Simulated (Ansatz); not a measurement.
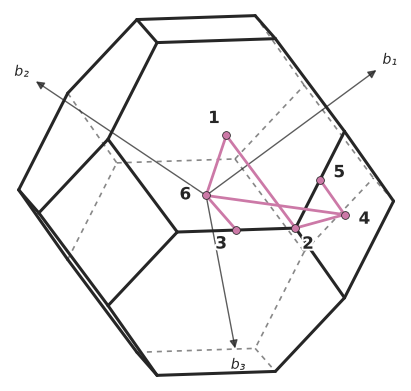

For K₂S, a calculation's input that goes back to an entry of the Crystallography Open Database (an earlier step may have relaxed or displaced it): the first Brillouin zone of a face-centred cubic lattice (cF; extended symbol cF2) is drawn with its special points numbered. Symmetry computed with spglib at a tolerance of 0.002 Å; standard conventional cell.

a = 7.391 Å, b = 7.391 Å, c = 7.391 Å, α = 90.00°, β = 90.00°, γ = 90.00°.

Labels and path follow the convention of Hinuma et al. (2017), as computed by seekpath; the arrows show the directions of the reciprocal primitive vectors b₁, b₂, b₃, in which coordinates are given.

Q: Give the label and coordinates of each numbered point.

A:
```csv
no.,label,coordinates
1,L,"(1/2, 1/2, 1/2)"
2,W,"(1/2, 1/4, 3/4)"
3,K,"(3/8, 3/8, 3/4)"
4,X,"(1/2, 0, 1/2)"
5,U,"(5/8, 1/4, 5/8)"
6,Γ,"(0, 0, 0)"
```
